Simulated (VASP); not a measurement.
## Run report: InSb, geometry relaxation (part 2 of 3)

Continued. System: InSb (F-43m, 2 atoms in the cell). Method: Kohn-Sham DFT of a periodic cell, PBEsol, VASP PAW PBE potentials, recommended, no spin polarisation (VASP 6.6.1); cutoff 520 eV, 8×8×8 k-mesh, Gaussian smearing of 0.02 eV. The structure derives from an entry of the Crystallography Open Database.

Geometry of the input (Å; fractional positions):
```
0.0000  3.2391  3.2391
3.2391  0.0000  3.2391
3.2391  3.2391  0.0000
In 0.0000  0.0000  0.0000
Sb 0.2500  0.2500  0.2500
```

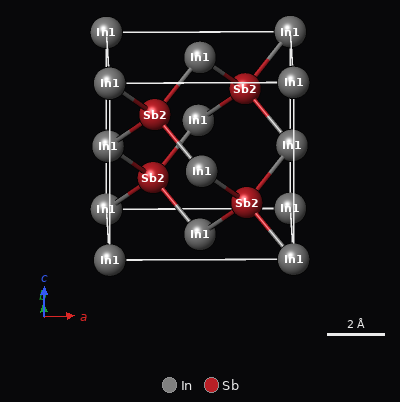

The starting structure (ball-and-stick view of the cell 4 times as large as that of the calculation, set on its symmetry axes, seen at an oblique angle; atoms are numbered from 1 in the order of the input). An atom can appear more than once, as a periodic image.

**Parts of OUTCAR, continued**
```
  position of ions in fractional coordinates (direct lattice)
     0.000000000  0.000000000  0.000000000
     0.250000000  0.250000000  0.250000000

  ion indices of the primitive-cell ions
   primitive index   ion index
                 1           1
                 2           2

----------------------------------------------------------------------------------------

 KPOINTS: Automatic mesh

Automatic generation of k-mesh.
 Grid dimensions read from file:
 generate k-points for:    8    8    8

 Generating k-lattice:

  Cartesian coordinates                     Fractional coordinates (reciprocal lattice)
    -0.019295483  0.019295483  0.019295483     0.125000000  0.000000000  0.000000000
     0.019295483 -0.019295483  0.019295483     0.000000000  0.125000000  0.000000000
     0.019295483  0.019295483 -0.019295483     0.000000000  0.000000000  0.125000000

  Length of vectors
     0.033420757  0.033420757  0.033420757

  Shift w.r.t. Gamma in fractional coordinates (k-lattice)
     0.000000000  0.000000000  0.000000000

 Subroutine IBZKPT returns following result:
 ===========================================

 Found     29 irreducible k-points:

 Following reciprocal coordinates:
            Coordinates               Weight
  0.000000  0.000000  0.000000      1.000000
  0.125000  0.000000  0.000000      8.000000
  0.250000  0.000000  0.000000      8.000000
  0.375000  0.000000  0.000000      8.000000
  0.500000  0.000000  0.000000      4.000000
  0.125000  0.125000  0.000000      6.000000
  0.250000  0.125000  0.000000     24.000000
  0.375000  0.125000  0.000000     24.000000
  0.500000  0.125000  0.000000     24.000000
 -0.375000  0.125000  0.000000     24.000000
 -0.250000  0.125000  0.000000     24.000000
 -0.125000  0.125000  0.000000     12.000000
  0.250000  0.250000  0.000000      6.000000
  0.375000  0.250000  0.000000     24.000000
  0.500000  0.250000  0.000000     24.000000
 -0.375000  0.250000  0.000000     24.000000
 -0.250000  0.250000  0.000000     12.000000
  0.375000  0.375000  0.000000      6.000000
  0.500000  0.375000  0.000000     24.000000
 -0.375000  0.375000  0.000000     12.000000
  0.500000  0.500000  0.000000      3.000000
  0.375000  0.250000  0.125000     24.000000
  0.500000  0.250000  0.125000     48.000000
 -0.375000  0.250000  0.125000     24.000000
 [... further k-points ...]
   k-points           NKPTS =     29   k-points in BZ     NKDIM =     29   number of bands    NBANDS=     13
   number of dos      NEDOS =    301   number of ions     NIONS =      2
   total plane-waves  NPLWV =  46656
   dimension x,y,z NGX =    36 NGY =   36 NGZ =   36
   dimension x,y,z NGXF=    72 NGYF=   72 NGZF=   72
   ions per type =               1   1
   NGX,Y,Z   is equivalent  to a cutoff of  13.07, 13.07, 13.07 a.u.
   NGXF,Y,Z  is equivalent  to a cutoff of  26.13, 26.13, 26.13 a.u.
 SYSTEM =  unknown system
   PREC   = accura    normal or accurate (medium, high low for compatibility)
   ISTART =      0    job   : 0-new  1-cont  2-samecut
   ICHARG =      2    charge: 1-file 2-atom 10-const
   ISPIN  =      1    spin polarized calculation?
   LNONCOLLINEAR =      F non collinear calculations
   LSORBIT =      F    spin-orbit coupling
   LASPH  =      T    aspherical Exc in radial PAW
   ENCUT  =  520.0 eV  38.22 Ry    6.18 a.u.   8.52  8.52  8.52*2*pi/ulx,y,z
   NELM   =     80;   NELMIN=  2; NELMDL= -5     # of ELM steps
   EDIFF  = 0.1E-06   stopping-criterion for ELM
   LREAL  =      F    real-space projection
   EDIFFG = -.2E-02   stopping-criterion for IOM
   NSW    =     80    number of steps for IOM
   IBRION =      2    ionic relax: 0-MD 1-quasi-New 2-CG
   NFREE  =      1    steps in history (QN), initial steepest desc. (CG)
   ISIF   =      3    stress and relaxation
   ISYM   =      2    0-nonsym 1-usesym 2-fastsym
   POTIM  = 0.5000    time-step for ionic-motion
   TEBEG  =    0.0;   TEEND  =   0.0 temperature during run
   PSTRESS=    0.0 pullay stress
   NELECT =      18.0000    total number of electrons
   NUPDOWN=      -1.0000    fix difference up-down
   EMIN   =  10.00;   EMAX   =-10.00  energy-range for DOS
   EFERMI =   0.00;   METHOD = LEGACY
   ISMEAR =     0;   SIGMA  =   0.02  broadening in eV -4-tet -1-fermi 0-gaus
   EFERMI_NEDOS =   21; number of points for ismear=-14 and -15
   IALGO  =     68    algorithm
   IMIX   =      4    mixing-type and parameters
     AMIX     =   0.40;   BMIX     =  1.00
     AMIX_MAG =   1.60;   BMIX_MAG =  1.00
  volume/ion in A,a.u.               =      33.98       229.33
  Fermi-wavevector in a.u.,A,eV,Ry     =   1.051311  1.986690 15.037912  1.105255
  Thomas-Fermi vector in A             =   2.186349
   LORBIT       =      0    0 simple, 1 ext, 2 COOP (PROOUT), +10 PAW based schemes
   GGA     = PS    functional components
   LHFCALC =     F    Hartree Fock is set to
   AEXX    =    0.0000 exact exchange contribution
   IVDW    =     0    specifies the selected vdW correction
   LEPSILON=     F    determine dielectric tensor
   LRPA    =     F    only Hartree local field effects (RPA)
 conjugate gradient relaxation of ions
 non-spin polarized calculation
 RMM-DIIS sequential band-by-band and
 Gauss-broadening in eV      SIGMA  =   0.02
  energy-cutoff  :      520.00
  volume of cell :       67.97
 maximum number of plane-waves:      1850
 NGX is ok and might be reduce to    36
   NGX = 17   NGY = 17   NGZ = 17

--------------------------------------- Ionic step        1  -------------------------------------------

 number of electron      17.9999993 magnetization

 Free energy of the ion-electron system (eV)
  ---------------------------------------------------
  ext. energy  EPLUGINS =         0.00000000
  ---------------------------------------------------
  free energy    TOTEN  =        -7.69189774 eV

  energy without entropy =       -7.69183748  energy(sigma->0) =       -7.69186761

------------------------ aborting loop because EDIFF is reached ----------------------------------------

  FORCE on cell =-STRESS in cart. coord.  units (eV):
  Direction    XX          YY          ZZ          XY          YZ          ZX
  --------------------------------------------------------------------------------------
  -------------------------------------------------------------------------------------
  Total        0.3737397      0.3737397      0.3737397     -0.0000000      0.0000000     -0.0000000
  in kB        8.8100160      8.8100160      8.8100160     -0.0000000      0.0000000     -0.0000000
  external PRESSURE =       8.8100160 kB  Pullay stress =       0.0000000 kB

 VOLUME and BASIS-vectors are now :
 -----------------------------------------------------------------------------
  energy-cutoff  :      520.00
  volume of cell :       67.97
      direct lattice vectors                 reciprocal lattice vectors
     0.000000000  3.239100000  3.239100000    -0.154363867  0.154363867  0.154363867
     3.239100000  0.000000000  3.239100000     0.154363867 -0.154363867  0.154363867
     3.239100000  3.239100000  0.000000000     0.154363867  0.154363867 -0.154363867

 POSITION                                       TOTAL-FORCE (eV/Angst)
 -----------------------------------------------------------------------------------
      0.00000      0.00000      0.00000        -0.000000      0.000000     -0.000000
      1.61955      1.61955      1.61955         0.000000     -0.000000      0.000000
 -----------------------------------------------------------------------------------
    total drift:                               -0.000000     -0.000000     -0.000000

  FREE ENERGIE OF THE ION-ELECTRON SYSTEM (eV)
  ---------------------------------------------------
  free  energy   TOTEN  =        -7.6918977425 eV

  energy  without entropy=       -7.6918374838  energy(sigma->0) =       -7.69186761

--------------------------------------- Ionic step        2  -------------------------------------------

 number of electron      17.9999996 magnetization

 E-fermi :   4.6936     XC(G=0):  -8.7553     alpha+bet : -9.9681

 val. band max:        4.6874953806   @ k =   0.0000   0.0000   0.0000
 cond. band min:       5.1132353432   @ k =   0.5000   0.0000   0.0000
 fundamental gap:      0.4257399627
 Fermi energy:         4.6935867338

 k-point     1 :       0.0000    0.0000    0.0000
  band No.  band energies     occupation
      1      -9.7994      2.00000
      2      -9.7994      2.00000
      3      -9.7994      2.00000
      4      -9.7201      2.00000
      5      -9.7201      2.00000
      6      -5.8954      2.00000
      7       4.2762      2.00000
      8       4.6875      1.33333
      9       4.6875      1.33333
     10       4.6875      1.33333
     11       7.6205      0.00000
     12       7.6205      0.00000
     13       7.6205      0.00000

 k-point     2 :       0.1250    0.0000    0.0000
  band No.  band energies     occupation
      1      -9.8060      2.00000
      2      -9.7964      2.00000
      3      -9.7964      2.00000
      4      -9.7204      2.00000
      5      -9.7204      2.00000
      6      -5.7587      2.00000
      7       2.7748      2.00000
      8       4.4869      2.00000
      9       4.4869      2.00000
     10       5.4975      0.00000
     11       7.8994      0.00000
     12       7.8994      0.00000
     13       7.9465      0.00000

 k-point     3 :       0.2500    0.0000    0.0000
  band No.  band energies     occupation
      1      -9.8216      2.00000
      2      -9.7898      2.00000
      3      -9.7898      2.00000
      4      -9.7203      2.00000
      5      -9.7203      2.00000
      6      -5.3759      2.00000
      7       1.0788      2.00000
      8       4.1110      2.00000
      9       4.1110      2.00000
     10       5.4405      0.00000
     11       8.3382      0.00000
     12       8.3382      0.00000
     13       9.2670      0.00000

 k-point     4 :       0.3750    0.0000    0.0000
  band No.  band energies     occupation
      1      -9.8371      2.00000
      2      -9.7841      2.00000
      3      -9.7841      2.00000
      4      -9.7193      2.00000
      5      -9.7193      2.00000
      6      -4.8685      2.00000
      7      -0.2760      2.00000
      8       3.8197      2.00000
      9       3.8197      2.00000
     10       5.2056      0.00000
     11       8.4711      0.00000
     12       8.4711      0.00000
     13      10.6328      0.00000

 k-point     5 :       0.5000    0.0000    0.0000
  band No.  band energies     occupation
      1      -9.8434      2.00000
      2      -9.7821      2.00000
      3      -9.7821      2.00000
      4      -9.7185      2.00000
      5      -9.7185      2.00000
      6      -4.5871      2.00000
      7      -0.8477      2.00000
      8       3.7145      2.00000
      9       3.7145      2.00000
     10       5.1132      0.00000
     11       8.4588      0.00000
     12       8.4588      0.00000
     13      10.6578      0.00000

 [... the levels of 18 k-points are left out ...]

 k-point    24 :      -0.3750    0.2500    0.1250
  band No.  band energies     occupation
      1      -9.8522      2.00000
      2      -9.7773      2.00000
      3      -9.7717      2.00000
      4      -9.7239      2.00000
      5      -9.7185      2.00000
      6      -4.3210      2.00000
      7      -0.8269      2.00000
      8       2.0796      2.00000
      9       3.1031      2.00000
     10       6.8467      0.00000
     11       8.0728      0.00000
     12       9.6593      0.00000
     13      10.7072      0.00000

 [... further k-points ...]

------------------------ aborting loop because EDIFF is reached ----------------------------------------

  FORCE on cell =-STRESS in cart. coord.  units (eV):
  Direction    XX          YY          ZZ          XY          YZ          ZX
  --------------------------------------------------------------------------------------
  -------------------------------------------------------------------------------------
  Total       -0.1379828     -0.1379828     -0.1379828      0.0000000      0.0000000      0.0000000
  in kB       -3.1662086     -3.1662086     -3.1662086      0.0000000      0.0000000      0.0000000
  external PRESSURE =      -3.1662086 kB  Pullay stress =       0.0000000 kB

 VOLUME and BASIS-vectors are now :
 -----------------------------------------------------------------------------
  energy-cutoff  :      520.00
  volume of cell :       69.82
      direct lattice vectors                 reciprocal lattice vectors
    -0.000000000  3.268300799  3.268300799    -0.152984695  0.152984695  0.152984695
     3.268300799 -0.000000000  3.268300799     0.152984695 -0.152984695  0.152984695
     3.268300799  3.268300799 -0.000000000     0.152984695  0.152984695 -0.152984695

 POSITION                                       TOTAL-FORCE (eV/Angst)
 -----------------------------------------------------------------------------------
      6.53660      3.26830      3.26830         0.000000      0.000000      0.000000
      1.63415      1.63415      1.63415        -0.000000     -0.000000     -0.000000
 -----------------------------------------------------------------------------------
    total drift:                               -0.000000     -0.000000     -0.000000

  FREE ENERGIE OF THE ION-ELECTRON SYSTEM (eV)
  ---------------------------------------------------
  free  energy   TOTEN  =        -7.6949777379 eV

  energy  without entropy=       -7.6949174792  energy(sigma->0) =       -7.69494761

--------------------------------------- Ionic step        3  -------------------------------------------

 number of electron      17.9999994 magnetization

------------------------ aborting loop because EDIFF is reached ----------------------------------------

  FORCE on cell =-STRESS in cart. coord.  units (eV):
  Direction    XX          YY          ZZ          XY          YZ          ZX
  --------------------------------------------------------------------------------------
  -------------------------------------------------------------------------------------
  Total       -0.0130498     -0.0130498     -0.0130498     -0.0000000     -0.0000000     -0.0000000
  in kB       -0.3016978     -0.3016978     -0.3016978     -0.0000000     -0.0000000     -0.0000000
  external PRESSURE =      -0.3016978 kB  Pullay stress =       0.0000000 kB

 VOLUME and BASIS-vectors are now :
 -----------------------------------------------------------------------------
  energy-cutoff  :      520.00
  volume of cell :       69.30
      direct lattice vectors                 reciprocal lattice vectors
    -0.000000000  3.260151755  3.260151755    -0.153367094  0.153367094  0.153367094
     3.260151755 -0.000000000  3.260151755     0.153367094 -0.153367094  0.153367094
     3.260151755  3.260151755 -0.000000000     0.153367094  0.153367094 -0.153367094

 POSITION                                       TOTAL-FORCE (eV/Angst)
```
